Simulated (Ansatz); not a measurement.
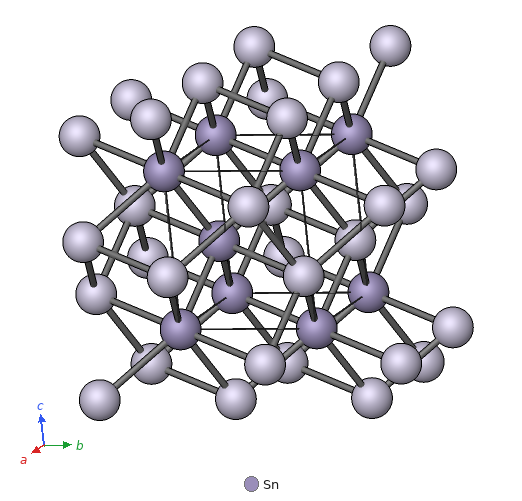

The crystal in a ball-and-stick representation, seen from a general direction. The parallelepiped is the simulation cell. Every bond is drawn to its end, so some atoms lie outside the box, in fainter colours.

Full input:
```yaml
crystal:
  lattice:
    - [-2.9401404553, 2.9401404553, 1.5513229292]
    - [2.9401404553, -2.9401404553, 1.5513229292]
    - [2.9401404553, 2.9401404553, -1.5513229292]
  atoms:
    - { symbol: Sn, position: [0.75, 0.25, 0.5] }
    - { symbol: Sn, position: [0.0, 0.0, 0.0] }
basis:
  ecutwfc: 420
kpoints:
  mp_grid: { grid: [16, 16, 16] }
hamiltonian:
  xc: pbesol
scf:
  occupations: { method: gaussian, width: 0.15 }
output:
  forces: true
  stress: true
  eigenvalues: true
  write_density: true
  write_potential: true
  elf: true
  volumetric_format: npy
```
Run as:
```sh
ansatz run input.yaml --threads 1 --pin off --max-ram 2560MiB --backend cpu --events-out ev --progress --plain --runs-dir out
```

Calculation details: Ansatz, DFT PBEsol, scalar-relativistic, plane waves, PAW; 420 eV cutoff, Brillouin-zone sampling on a 16×16×16 mesh, Gaussian smearing of 0.15 eV, no spin polarisation.

**Is it conducting or gapped at this level?**

A metal: bands cross the Fermi level.

**How far is the cell from zero pressure?**

The computed pressure is 0.1 GPa, close to zero. The stress isn't hydrostatic: its largest component is 1.4 GPa.

The model was built from a structure listed in the Materials Project. The cell was then strained or its atoms displaced on purpose. An electronic-structure calculation with Ansatz was run on it.
